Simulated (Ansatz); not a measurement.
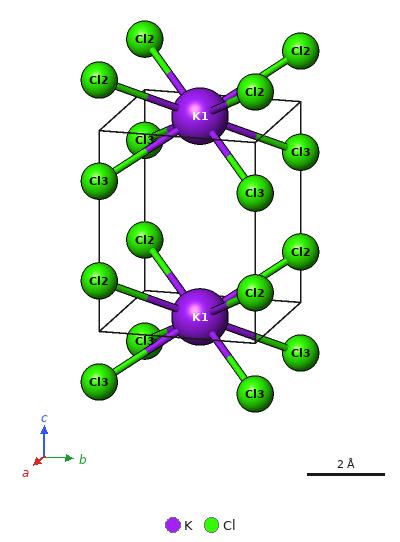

The structure as given in the input (ball-and-stick view of the cell of the calculation, seen slightly off an axis; bonded neighbours outside the cell are drawn too; atoms are numbered from 1 in the order of the input). An atom can appear more than once, as a periodic image.

# KCl2: a failed or faulty run and its cure

System: KCl2 (P4/mmm, 3 atoms in the cell).
Method of the first run: DFT, PBE, plane waves, PAW, no spin polarisation (Ansatz 0.2.0).

The structure was made by a generator, so it may or may not be a known phase. Some settings of this run were made unusual or wrong on purpose. Text and figures count atoms from 1; the logs count them from 0 in places.

## Input file, the first run
```yaml
crystal:
  lattice:
    - [4.2250898828, 0.0, 0.0]
    - [0.0, 4.2250898828, 0.0]
    - [0.0, 0.0, 5.4129398599]
  atoms:
    - { symbol: K, position: [0.5, 0.5, 0.0] }
    - { symbol: Cl, position: [0.0, 0.0, 0.2519663809] }
    - { symbol: Cl, position: [0.0, 0.0, 0.7480336191] }
basis:
  ecutwfc: 420
kpoints:
  mp_grid: { grid: [12, 12, 10] }
hamiltonian:
  xc: pbe
scf:
  occupations: { method: methfessel_paxton, width: 2.0 }
  max_iter: 50
output:
  forces: true
  eigenvalues: true
  stress: true
relax:
  adjacent_minimum: "off"
  f_tol: 0.01
  max_steps: 80
  cell: { stress_tol: 0.05 }
```

Command:
```bash
ansatz run input.yaml --threads 1 --pin off --max-ram 2560MiB --backend cpu --events-out ev --progress --plain --runs-dir out
```

Hardware: 1 thread of Intel Xeon @ 2.70GHz, 189 GiB of memory available, shared host.

## Output, shortened to warnings, some set-up lines, iterations and results (the first run)
```
Basis set: ecut = 420 eV, 1863 PW (Γ), exchange–correlation on 60×60×80 points (8 copies of the dense FFT grid, shifted against one another)
Symmetry: 16 space group operations
k-points: 168 of 1440
Initial density: superposition of atomic densities (neutral atoms: chi_scale 0, normalization atom), corrected by the library's trained network
[...]
SCF iter   1: F=—  HF=-3700.186173 eV  |F-HF|=—  |Δ(HF+E_count)|=         —  Δρ=2.49e-3  dr2=3.88e-3  ethr=1.77e-3  ⟨swp⟩=6.6  Hψ=20035  notcnv=0
SCF iter   2: F=—  HF=-3700.186044 eV  |F-HF|=—  |Δ(HF+E_count)|=   1.29e-4  S|Δr|=    0.00e0  Δρ=1.21e-3  dr2=1.53e-3  ethr=1.69e-5  ⟨swp⟩=2.0  Hψ=7007  notcnv=0
SCF iter   3: F=—  HF=-3700.185585 eV  |F-HF|=—  |Δ(HF+E_count)|=   4.59e-4  S|Δr|=    0.00e0  Δρ=3.08e-4  dr2=1.36e-4  ethr=6.67e-6  ⟨swp⟩=2.0  Hψ=4894  notcnv=0
SCF iter   4: F=—  HF=-3700.185552 eV  |F-HF|=—  |Δ(HF+E_count)|=   3.37e-5  S|Δr|=    0.00e0  Δρ=4.41e-5  dr2=1.54e-6  ethr=5.90e-7  ⟨swp⟩=2.0  Hψ=4843  notcnv=0
SCF iter   5: F=—  HF=-3700.185550 eV  |F-HF|=—  |Δ(HF+E_count)|=   1.30e-6  S|Δr|=    0.00e0  Δρ=7.89e-6  dr2=4.61e-8  ethr=4.35e-10  ⟨swp⟩=4.5  Hψ=19178  notcnv=0
[... 34 lines ...]
SCF iter   3: F=—  HF=-3700.213955 eV  |F-HF|=—  |Δ(HF+E_count)|=   7.56e-8  S|Δr|=    0.00e0  Δρ=2.06e-6  dr2=5.11e-9  ethr=8.38e-10  ⟨swp⟩=2.0  Hψ=4815  notcnv=0
SCF iter   4: F=—  HF=-3700.213955 eV  |F-HF|=—  |Δ(HF+E_count)|=  4.06e-10  S|Δr|=    0.00e0  Δρ=4.77e-7  dr2=1.74e-10  ethr=2.22e-11  ⟨swp⟩=2.9  Hψ=6445  notcnv=0
SCF iter   5: F=-3700.213955 eV  HF=-3700.213955 eV  |F-HF|=1.64e-11  |Δ(HF+E_count)|=  5.91e-12  S|Δr|=    0.00e0  Δρ=6.50e-8  dr2=1.75e-12  ethr=1.00e-12  ⟨swp⟩=5.0  …
SCF 6 converged in 5 iterations: F = -3700.213955 eV  dr2 = 1.75e-12
relax step   6: F+E_penalty+E_count = -3700.21395486 eV  Δ(F+E_penalty+E_count) = +1.932e-5 eV  max|allowed force component| = 2.634e-3 eV/Å  Δτ_max = 0.0000 Å  P = -0.008 …
basis re-selected at this cell: Δ(F+E_penalty+E_count) = +1.932e-5 eV, ΔP = +0.000 GPa vs the last step (what re-selecting the basis moved, of the pressure what is left beyond the Pulay correction that the steps carried, after the strain that the cell walked since its last selection, with what the …
SCF converged after 5 iterations
Stability not checked: this state was not tested for a lower state beside it, because cold or Methfessel-Paxton smearing, or corrected tetrahedra, fill the levels in a way that the test cannot read (fill_not_monotonic; see scf.lower_state_search)
Free energy (F): -3700.213955 eV
Harris-Foulkes:  -3700.213955 eV  (|F-HF|=1.64e-11)
Internal energy: -3700.816429 eV  (E = F + TS)
E sigma→0 (E₀):  -3700.364573 eV
Entropy (-TS):   0.602474 eV (200.825 meV/atom)
Fermi energy:    2.065271 eV
Step filling:    the computed levels leave a gap of 0.8683 eV = 0.4 smearing widths at the electron count; against every level under it full and every level over it empty, smearing changes F+E_penalty+E_count by +299.943 meV and its σ→0 estimate by +149.325 meV
--- Per-component energies (eV) ---
  E_band       = -170.852318
  E_kinetic    = 574.610825
  E_local      = -1179.358851  (includes V_loc(G=0)·N_el)
  E_nonlocal   = 69.657057
  E_hartree    = 397.394934
  E_xc         = -349.327546
  E_vxc        = -408.736528  (∫ρ·V_xc dr)
  E_paw        = -2099.726844  (= ΣΔE_a)
  E_vpaw       = -21.814856  (= ΣTr[D̂ρ^β])
  E_aug_tail   = 0.000181  (compensation charges beyond the density's cutoff)
  E_ewald      = -1114.066185
  E_smearing   = 0.602474  (= −TS)
  E_closure    = -0.000000  (closes the sum)
  Σ components = -3700.213955   (vs F -3700.213955, Δ=0.00e0)
--- Forces (eV/Å), atoms counted from 1 ---
  atom   1  K     -0.00000000     0.00000000     0.00000000
  atom   2  Cl    -0.00000000     0.00000000     0.00263390
  atom   3  Cl     0.00000000    -0.00000000    -0.00263390
  max |Σ_I F_I| component: 8.67e-19 eV/Å
--- Stress (GPa, compression-positive) ---
       -0.003877      -0.000000       0.000000
       -0.000000      -0.003877       0.000000
[...]
```

### What went wrong, and how is the input to be mended?

A setting was made wrong on purpose: a smearing of electronvolts (`scf.occupations`). So wide a smearing fills empty bands and washes out gaps and moments. The program still converged, but the numbers can't be taken as results for the intended system.

A run of the same system that converges differs from this input as follows (lines with − go, lines with + come):
```diff
-  occupations: { method: methfessel_paxton, width: 2.0 }
-  max_iter: 50
+  occupations: { method: gaussian, width: 0.1 }
```

## Output, shortened to warnings, some set-up lines, iterations and results (the second run)
```
Basis set: ecut = 420 eV, 1863 PW (Γ), exchange–correlation on 60×60×80 points (8 copies of the dense FFT grid, shifted against one another)
Symmetry: 16 space group operations
k-points: 168 of 1440
Initial density: superposition of atomic densities (neutral atoms: chi_scale 0, normalization atom), corrected by the library's trained network
[...]
SCF iter   1: F=—  HF=-3700.524750 eV  |F-HF|=—  |Δ(HF+E_count)|=         —  Δρ=2.43e-3  dr2=4.25e-3  ethr=1.77e-3  ⟨swp⟩=6.9  Hψ=15492  notcnv=0
SCF iter   2: F=—  HF=-3700.523460 eV  |F-HF|=—  |Δ(HF+E_count)|=   1.29e-3  Δρ=1.15e-3  dr2=1.00e-3  ethr=1.85e-5  ⟨swp⟩=2.3  Hψ=5733  notcnv=0  defer=1
SCF iter   3: F=—  HF=-3700.523346 eV  |F-HF|=—  |Δ(HF+E_count)|=   1.14e-4  Δρ=1.52e-4  dr2=3.56e-5  ethr=4.36e-6  ⟨swp⟩=2.0  Hψ=4135  notcnv=0  defer=1
SCF iter   4: F=—  HF=-3700.523362 eV  |F-HF|=—  |Δ(HF+E_count)|=   1.60e-5  Δρ=6.12e-5  dr2=4.09e-6  ethr=1.55e-7  ⟨swp⟩=2.0  Hψ=3556  notcnv=0  defer=1
SCF iter   5: F=-3700.523368 eV  HF=-3700.523368 eV  |F-HF|=5.09e-9  |Δ(HF+E_count)|=   5.49e-6  Δρ=1.05e-5  dr2=7.84e-8  ethr=1.78e-8  ⟨swp⟩=2.7  Hψ=4508  notcnv=0  defer=1
[... 17 lines ...]
SCF iter   3: F=—  HF=-3700.529299 eV  |F-HF|=—  |Δ(HF+E_count)|=   3.15e-7  Δρ=1.18e-6  dr2=2.44e-9  ethr=8.03e-11  ⟨swp⟩=2.5  Hψ=3708  notcnv=0
SCF iter   4: F=—  HF=-3700.529299 eV  |F-HF|=—  |Δ(HF+E_count)|=   4.33e-9  Δρ=2.87e-7  dr2=4.09e-11  ethr=1.06e-11  ⟨swp⟩=2.3  Hψ=4215  notcnv=0
SCF iter   5: F=-3700.529299 eV  HF=-3700.529299 eV  |F-HF|=2.73e-12  |Δ(HF+E_count)|=   1.55e-9  Δρ=3.64e-8  dr2=2.29e-12  ethr=1.00e-12  ⟨swp⟩=5.9  Hψ=12746  notcnv=0
SCF 4 converged in 5 iterations: F = -3700.529299 eV  dr2 = 2.29e-12
relax step   4: F+E_penalty+E_count = -3700.52929884 eV  Δ(F+E_penalty+E_count) = +7.587e-6 eV  max|allowed force component| = 3.051e-3 eV/Å  Δτ_max = 0.0000 Å  P = -0.000 …
basis re-selected at this cell: Δ(F+E_penalty+E_count) = +7.587e-6 eV, ΔP = -0.000 GPa vs the last step (what re-selecting the basis moved, of the pressure what is left beyond the Pulay correction that the steps carried, after the strain that the cell walked since its last selection, with what the …
SCF converged after 5 iterations
Free energy (F): -3700.529299 eV
Harris-Foulkes:  -3700.529299 eV  (|F-HF|=2.73e-12)
Internal energy: -3700.529299 eV  (E = F + TS)
E sigma→0 (E₀):  -3700.529299 eV
Fermi energy:    1.990912 eV
--- Per-component energies (eV) ---
  E_band       = -174.162434
  E_kinetic    = 574.399010
  E_local      = -1192.325826  (includes V_loc(G=0)·N_el)
  E_nonlocal   = 69.658045
  E_hartree    = 402.119978
  E_xc         = -349.027646
  E_vxc        = -408.319049  (∫ρ·V_xc dr)
  E_paw        = -2099.729452  (= ΣΔE_a)
  E_vpaw       = -21.814730  (= ΣTr[D̂ρ^β])
  E_aug_tail   = 0.000180  (compensation charges beyond the density's cutoff)
  E_ewald      = -1105.623588
  E_smearing   = -0.000000  (= −TS)
  E_closure    = 0.000000  (closes the sum)
  Σ components = -3700.529299   (vs F -3700.529299, Δ=0.00e0)
--- Forces (eV/Å), atoms counted from 1 ---
  atom   1  K      0.00000000    -0.00000000     0.00000000
  atom   2  Cl     0.00000000     0.00000000    -0.00305070
  atom   3  Cl    -0.00000000    -0.00000000     0.00305070
  max |Σ_I F_I| component: 8.67e-19 eV/Å
--- Stress (GPa, compression-positive) ---
       -0.016001      -0.000000      -0.000000
       -0.000000      -0.016001       0.000000
       -0.000000       0.000000       0.030522
  P = ⅓ Tr σ = -0.0005 GPa (-0.005 kbar)
--- Relaxed structure (3 steps of the walk, 3 accepted, 1 SCFs on fresh bases) ---
  F+E_penalty+E_count = -3700.52929884 eV   max|allowed force component| = 3.051e-3 eV/Å   (the final SCF, on the basis selected at the relaxed cell)
  cell:  # Å, volume = 95.3601 Å³
    - [4.230321595195426, -2.7153188685044092e-34, -1.5959425186311628e-33]
    - [-2.7153188685044092e-34, 4.230321595195426, -1.4075326379594285e-33]
    - [-2.044628898517742e-33, -1.8032490979982865e-33, 5.328684476052086]
  atoms:
[...]
```

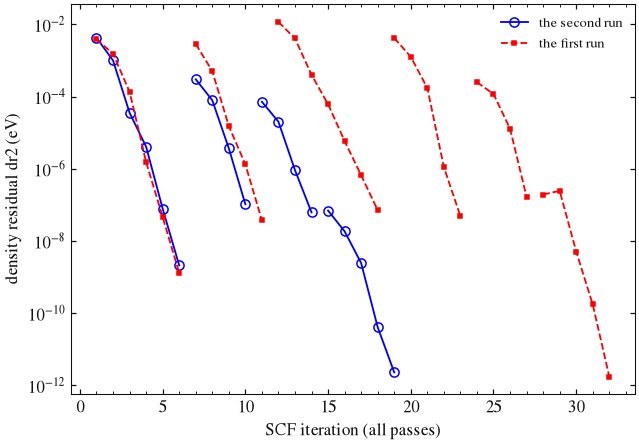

Convergence of the two runs: density residual dr2 against the SCF iteration. A break in a curve parts two SCF passes. The second run takes 19 iterations in all, and the first run takes 32.

## The two runs side by side

| quantity | the first run | the second run |
| --- | --- | --- |
| outcome | converged | converged |
| free energy per atom (eV) | −1233.4047 | −1233.5098 |
| energy per atom, smearing taken to zero (eV) | −1233.4549 | −1233.5098 |
| gap on the mesh (eV) | 0.00 | 0.00 |
| pressure (GPa) | −0.01 | 0.00 |
| volume per atom (Å³) | 31.08 | 31.79 |
| largest force (eV/Å) | 0.003 | 0.003 |
| SCF iterations | 32 | 19 |
| irreducible k-points | 168 | 168 |
| wall time (shared host) | 96 s | 66 s |

The total energy of the second run is 54.9 meV per atom lower, which comes with the changed settings and measures no stability. The volume per atom goes from 31.08 to 31.79 Å³. The SCF takes 19 iterations over all geometry steps against 32. On the same kind of shared host the second run took about 0.69 times as long.

Notes on the second run: The cell holds an odd number of electrons but the run has no spin polarisation, so a band is left half filled.
